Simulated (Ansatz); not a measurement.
## Energy of GaP along a strain of the cell

System: GaP (I-4m2, 2 atoms in the cell).
Method: DFT PBE, scalar-relativistic, plane waves, PAW, PAW set soft_1, no spin polarisation (Ansatz 0.2.0).

The 6 runs differ only in the geometry, by a strain of the cell at fixed fractional positions. Against run 4, the strain is εxx = −0.52 η, εyy = η and εzz = −0.52 η. The structure derives from an entry of the Crystallography Open Database.

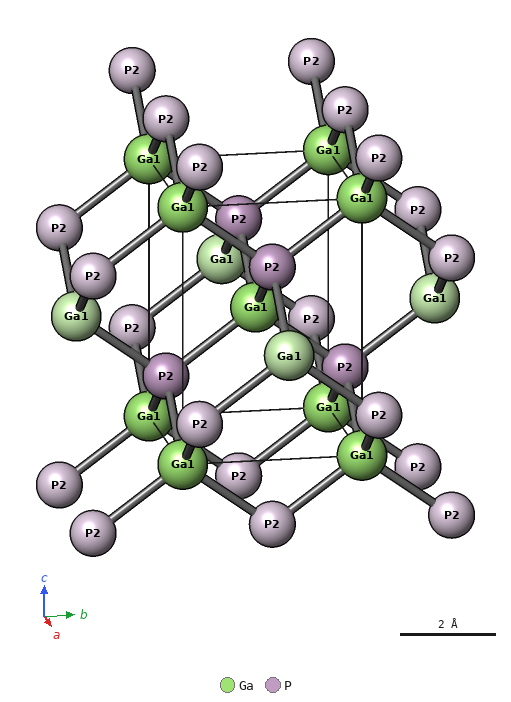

Figure 1. The structure of run 4 (ball-and-stick view of the cell 2 times as large as that of the calculation, set on its symmetry axes, seen slightly off an axis; neighbours outside the cell are drawn fainter; atoms are numbered from 1 in the order of the input).

### Input of run 4
```yaml
crystal:
  lattice:
    - [0.0, 2.8169319902, 2.7207219119]
    - [2.7207219119, 0.0, 2.7207219119]
    - [2.7207219119, 2.8169319902, 0.0]
  atoms:
    - { symbol: Ga, position: [0.0, 0.0, 0.0] }
    - { symbol: P, position: [0.75, 0.75, 0.75] }
basis:
  ecutwfc: 420
kpoints:
  mp_grid: { grid: [8, 8, 8] }
hamiltonian:
  xc: pbe
  pseudopotentials: { kind: paw, azcp: { folder: soft_1 } }
scf:
  occupations: { method: gaussian, width: 0.05 }
output:
  forces: true
  stress: true
  eigenvalues: true
```

Command:
```bash
ansatz run input.yaml --threads 1 --pin off --max-ram 2048MiB --backend cpu --events-out ev --progress --plain --runs-dir out
```

Lattice vectors (Å) and fractional positions of run 4:
```
   0.000000    2.816932    2.720722
   2.720722    0.000000    2.720722
   2.720722    2.816932    0.000000
Ga  0.000000  0.000000  0.000000
P   0.750000  0.750000  0.750000
```

Run 2 differs from it as follows:
```diff
-    - [0.0, 2.8169319902, 2.7207219119]
-    - [2.7207219119, 0.0, 2.7207219119]
-    - [2.7207219119, 2.8169319902, 0.0]
+    - [0.0, 2.6242365545, 2.8170696298]
+    - [2.8170696298, 0.0, 2.8170696298]
+    - [2.8170696298, 2.6242365545, 0.0]
```

### Results, with one run withheld

| run | strain parameter η (%) | free energy per atom, from the lowest run given (meV) | pressure (GPa) | gap on the mesh (eV) |
| --- | --- | --- | --- | --- |
| 1 | −9.1176 | 27.95 | 0.09 | 0.72 |
| 2 | −6.8406 | ? | ? | ? |
| 3 | −4.5539 | 0.00 | 0.05 | 1.36 |
| 4 | 0.0000 | 0.22 | 0.05 | 1.49 |
| 5 | 2.2867 | 12.67 | 0.09 | 1.35 |
| 6 | 4.5637 | 34.10 | 0.16 | 1.15 |

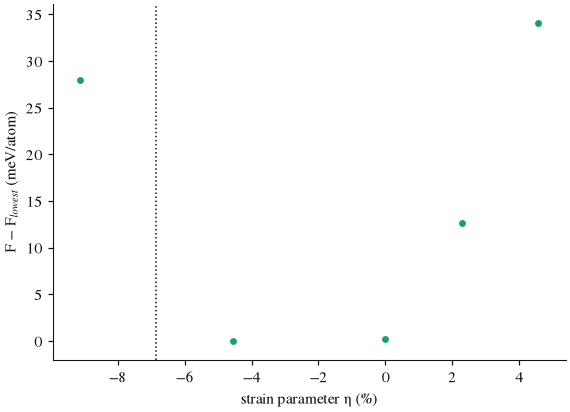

Figure 2. Free energy per atom of the runs given; the dotted line marks run 2.

Fit the runs given and predict run 2.

A cubic polynomial in the coordinate, fitted to the 5 runs given, misses them by at most 0.01 meV per atom. With x = η + 1.3642, it reads F = −3.1087 + 1.3827 x + 0.76909 x² + 0.0095551 x³ (meV per atom). At run 2 it gives 10.82 meV per atom, and the run itself gives 10.84. The fit has its minimum at η = −2.2787 %. The gap on the mesh lies between 0.72 eV (run 1) and 1.49 eV (run 4); run 2 has 1.03 eV. These are gaps of this functional on this mesh, which can miss the band edges; they aren't the measured gap.

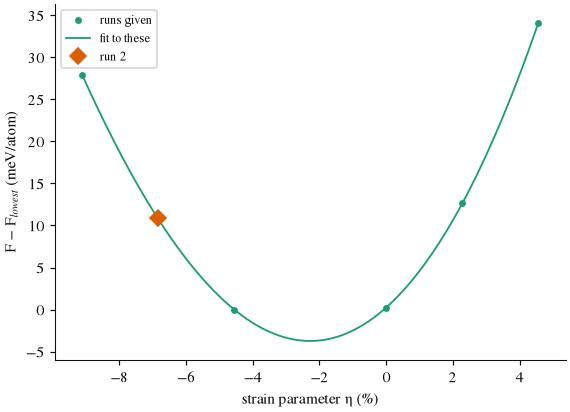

Figure 3. The fit and the withheld run.

### Output, shortened to warnings, some set-up lines, iterations and results (run 2)
```
Basis set: ecut = 420 eV, 821 PW (Γ), exchange–correlation on 54×54×54 points (8 copies of the dense FFT grid, shifted against one another)
Symmetry: 8 space group operations
k-points: 59 of 512 (time reversal used)
Initial density: superposition of atomic densities (chi_scale 0.1, normalization cell, long waves kept (reshape's long-wave potential 0.00 eV rms))
[...]
SCF iter   1: F=—  HF=-4539.674822 eV  |F-HF|=—  |Δ(HF+E_count)|=         —  Δρ=4.53e-2  dr2=6.84e-1  ethr=3.10e-3  ⟨swp⟩=6.4  Hψ=5289  notcnv=0
SCF iter   2: F=—  HF=-4539.540895 eV  |F-HF|=—  |Δ(HF+E_count)|=   1.34e-1  Δρ=2.12e-2  dr2=1.02e-1  ethr=3.10e-3  ⟨swp⟩=2.1  Hψ=1535  notcnv=0
SCF iter   3: F=—  HF=-4539.537235 eV  |F-HF|=—  |Δ(HF+E_count)|=   3.66e-3  Δρ=5.71e-3  dr2=1.33e-2  ethr=5.66e-4  ⟨swp⟩=3.0  Hψ=1534  notcnv=0
SCF iter   4: F=—  HF=-4539.533744 eV  |F-HF|=—  |Δ(HF+E_count)|=   3.49e-3  Δρ=2.11e-3  dr2=7.58e-4  ethr=7.41e-5  ⟨swp⟩=2.0  Hψ=1534  notcnv=0
SCF iter   5: F=—  HF=-4539.533352 eV  |F-HF|=—  |Δ(HF+E_count)|=   3.92e-4  Δρ=4.39e-4  dr2=3.31e-5  ethr=4.21e-6  ⟨swp⟩=2.3  Hψ=1255  notcnv=0
SCF iter   6: F=—  HF=-4539.533364 eV  |F-HF|=—  |Δ(HF+E_count)|=   1.20e-5  Δρ=4.24e-5  dr2=3.49e-7  ethr=1.84e-7  ⟨swp⟩=2.7  Hψ=1250  notcnv=0
SCF iter   7: F=-4539.533364 eV  HF=-4539.533364 eV  |F-HF|=1.75e-8  |Δ(HF+E_count)|=   8.98e-8  Δρ=5.43e-6  dr2=9.44e-9  ethr=5.56e-10  ⟨swp⟩=6.8  Hψ=4267  notcnv=0
SCF 1 converged in 7 iterations: F = -4539.533364 eV  dr2 = 9.44e-9
SCF converged after 7 iterations
Free energy (F): -4539.533364 eV
Harris-Foulkes:  -4539.533364 eV  (|F-HF|=1.75e-8)
Internal energy: -4539.533364 eV  (E = F + TS)
E sigma→0 (E₀):  -4539.533364 eV
Fermi energy:    7.466579 eV
--- Per-component energies (eV) ---
  E_band       = -63.595836
  E_kinetic    = 179.896214
  E_local      = -1693.326229  (includes V_loc(G=0)·N_el)
  E_nonlocal   = -60.235082
  E_hartree    = 1021.159747
  E_xc         = -135.903140
  E_vxc        = -116.580733  (∫ρ·V_xc dr)
  E_paw        = -2550.208563  (= ΣΔE_a)
  E_vpaw       = -415.666499  (= ΣTr[D̂ρ^β])
  E_aug_tail   = -0.000214  (compensation charges beyond the density's cutoff)
  E_ewald      = -1300.916097
  E_smearing   = -0.000000  (= −TS)
  E_closure    = 0.000000  (closes the sum)
  Σ components = -4539.533364   (vs F -4539.533364, Δ=0.00e0)
--- Forces (eV/Å), atoms counted from 1 ---
  atom   1  Ga     0.00000000     0.00000000     0.00000000
  atom   2  P      0.00000000     0.00000000     0.00000000
  max |Σ_I F_I| component: 1.77e-16 eV/Å
--- Stress (GPa, compression-positive) ---
       -1.442438       0.000000       0.000000
       -0.000000       3.089236       0.000000
        0.000000       0.000000      -1.442438
  P = ⅓ Tr σ = 0.0681 GPa (0.681 kbar)
```
